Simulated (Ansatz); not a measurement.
```
CELL_PARAMETERS angstrom
3.90043 0.00000 0.00000
-1.95021 3.37787 0.00000
0.00000 0.00000 19.23387
ATOMIC_POSITIONS crystal
Ca 0.66667 0.33333 0.91697
Ca 0.00000 0.00000 0.25000
Ca 0.66667 0.33333 0.58303
Ca 0.33333 0.66667 0.41697
Ca 0.00000 0.00000 0.75000
Ca 0.33333 0.66667 0.08303
```

Space group P6₃/mmc; a structure generated by program, which may or may not match a known phase.

The calculation used DFT PBE, scalar-relativistic, plane waves, PAW (Ansatz).

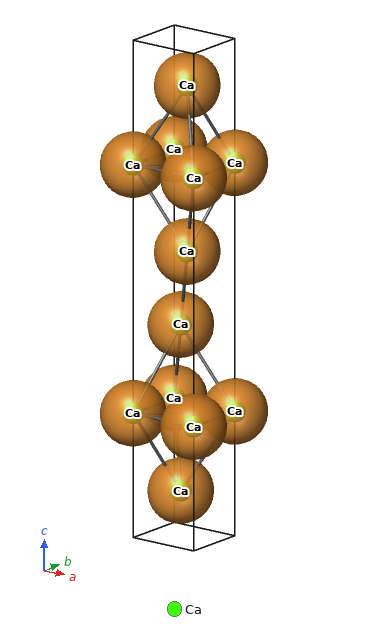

Ca. Isosurface of the valence electron density at 0.1 e/Å³ (orange), seen slightly off an axis. Sticks mark near contacts.

Which contacts does the surface bridge?

At this value the density breaks into separate islands; it holds about 80 % of the electrons treated as valence (semicore included). It bridges none of the near contacts. It is pinched off along the sampled Ca–Ca (3.90 Å) contacts. On the grid the lowest density along these lines, outside the cores, is 0.05 e/Å³ (Ca–Ca, 3.90 Å).

Does the calculation make it a metal, or give it a gap?

It is gapless in this calculation (a metal or semimetal).
